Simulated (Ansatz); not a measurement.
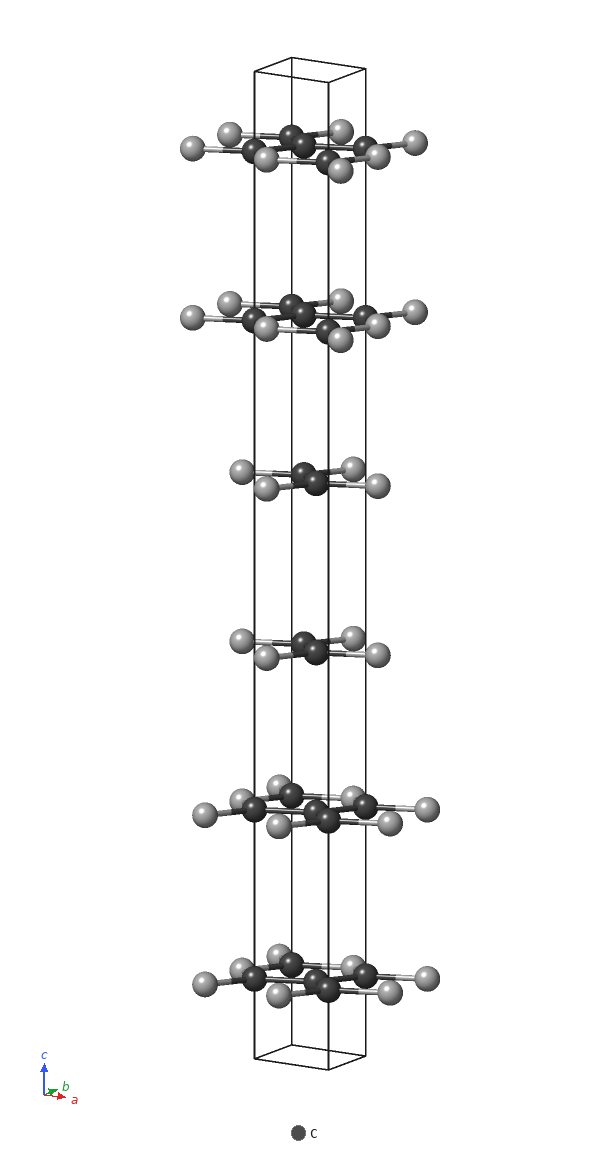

Ball-and-stick drawing of the structure, looking slightly off an axis. The wireframe shows the conventional unit cell. Atoms of adjacent cells appear where they bond to atoms in the box, in fainter colours.

C, space group R-3m (No. 166), a = 2.48 Å, b = 2.48 Å, c = 21.83 Å, α = 90.00°, β = 90.00°, γ = 120.00°.

Run with DFT r2SCAN, scalar-relativistic, plane waves, PAW (Ansatz) and these settings: 500 eV cutoff, an 18×18×2 mesh of k-points, Gaussian smearing of 0.01 eV, no spin polarisation.

> How large a gap does the method give, if there is one?

A semiconductor at this level, with a gap of 0.19 eV on the k-mesh (the true edges may lie between mesh points, so the gap can be somewhat smaller).

The model was built from a structure listed in the Materials Project. It was relaxed with Ansatz 0.2.0, DFT r2SCAN, scalar-relativistic, plane waves, PAW under a constraint or pressure on the cell, so some stress remains.

At this level of theory the cell isn't at rest (stretched, at -8 GPa), so its distances can differ from those at equilibrium, the more so the softer the solid.
